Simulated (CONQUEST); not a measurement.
# Cu₃Au: 7 runs along one coordinate

System: Cu₃Au (Pm-3m, 4 atoms in the cell).
Method: Kohn-Sham DFT of a periodic cell, PBE, PseudoDojo NC PBE, no spin polarisation (CONQUEST 1.3).

The 7 runs differ only in the geometry, by an even scaling of the cell at fixed fractional positions. The structure derives from an entry of the Crystallography Open Database.

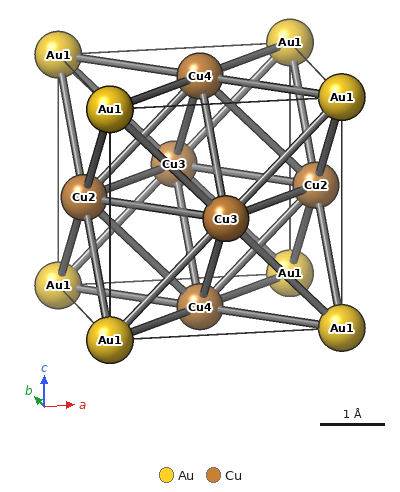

Figure 1. The structure of run 4 (ball-and-stick view of the cell of the calculation, seen slightly off an axis; atoms are numbered from 1 in the order of the input).

### Input of run 4
```
IO.Title Cu3Au
IO.Coordinates coords.dat
IO.FractionalAtomicCoords T
IO.Iprint 2
IO.Iprint_init 1
General.NumberOfSpecies 2
General.PseudopotentialType hamann
AtomMove.TypeOfRun static
AtomMove.FullStress T
Grid.PointsAlongX 40
Grid.PointsAlongY 40
Grid.PointsAlongZ 40
DM.SolutionMethod diagon
Diag.MPMesh T
Diag.GammaCentred T
Diag.MPMeshX 7
Diag.MPMeshY 7
Diag.MPMeshZ 7
Diag.kT 0.00183747
minE.SCTolerance 1e-6
SC.MaxIters 100
IO.AtomChargeOutput T
%block ChemicalSpeciesLabel
1 196.970 Au
2 63.550 Cu
%endblock
```

Command:
```bash
OMP_NUM_THREADS=1 Conquest
```

Lattice vectors (Å) and fractional positions of run 4:
```
   3.740000    0.000000    0.000000
   0.000000    3.740000    0.000000
   0.000000    0.000000    3.740000
Au  0.000000  0.000000  0.000000
Cu  0.000000  0.500000  0.500000
Cu  0.500000  0.000000  0.500000
Cu  0.500000  0.500000  0.000000
```

Run 6 has the same physical settings and fractional positions; its lattice vectors (Å) are:
```
   3.789216    0.000000    0.000000
   0.000000    3.789216    0.000000
   0.000000    0.000000    3.789216
```

### Results, with one run withheld

```csv
run,volume per atom (Å³),"free energy per atom, from the lowest run given (meV)",pressure (GPa)
1,12.294,61.65,18.54
2,12.555,34.57,13.57
3,12.817,17.37,7.76
4,13.078,7.65,4.79
5,13.340,0.31,3.96
6,13.602,?,?
7,13.863,0.00,−3.28
```

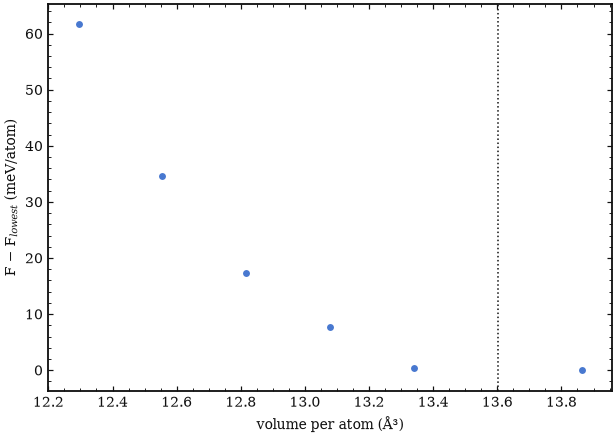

Figure 2. Free energy per atom of the runs given; the dotted line marks run 6.

Estimate the energy of run 6 from the others.

A cubic polynomial in V^(−2/3) (the Birch–Murnaghan form), fitted to the 6 runs given, misses them by at most 0.98 meV per atom. With x = V^(−2/3) − 0.18111 Å⁻², it reads F = 10.235 + 4146 x + 4.5897e+05 x² + 1.2533e+07 x³ (meV per atom). At run 6 it gives −0.79 meV per atom, and the run itself gives −2.93. The slope of the fit gives a pressure −dF/dV of 0.24 GPa there, and the run prints −0.05 GPa. The two needn't agree exactly: the fit is approximate, and the printed stress is taken on a finite basis. The fit has its minimum at 13.645 Å³ per atom, where V d²F/dV² gives 74.9 GPa: the bulk modulus at this level, since symmetry fixes the shape and the positions. So low a polynomial doesn't follow these energies more closely.

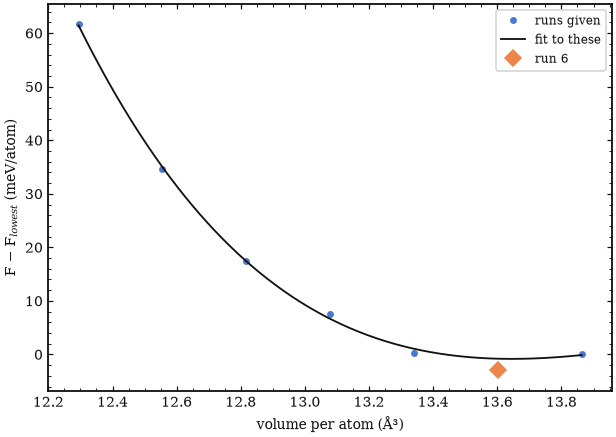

Figure 3. The fit and the withheld run.

### Some lines of the output (run 6)
```
[...]
          DFT Total Energy                 :      -716.987440077358656 Ha
          Free Energy (E-TS)               :      -716.995639075168242 Ha
          DFT Total Energy                 :      -716.994168307705650 Ha
          Free Energy (E-TS)               :      -716.995393407732877 Ha
          DFT Total Energy                 :      -716.994852090417453 Ha
          Free Energy (E-TS)               :      -716.995359676821181 Ha
          DFT Total Energy                 :      -716.994931902542476 Ha
          Free Energy (E-TS)               :      -716.995359356371864 Ha
          DFT Total Energy                 :      -716.994932301516201 Ha
          Free Energy (E-TS)               :      -716.995359758058157 Ha
          DFT Total Energy                 :      -716.994932654517925 Ha
      | Free Energy as E-TS      =      -716.995359758058157 Ha
      |* DFT total energy        =      -716.994932654517925 Ha
    force: Average pressure:     -0.04778776 GPa
```

Notes: Spin–orbit coupling is left out, which matters for Au. With a small basis of atomic orbitals these values can differ much from converged plane-wave results.
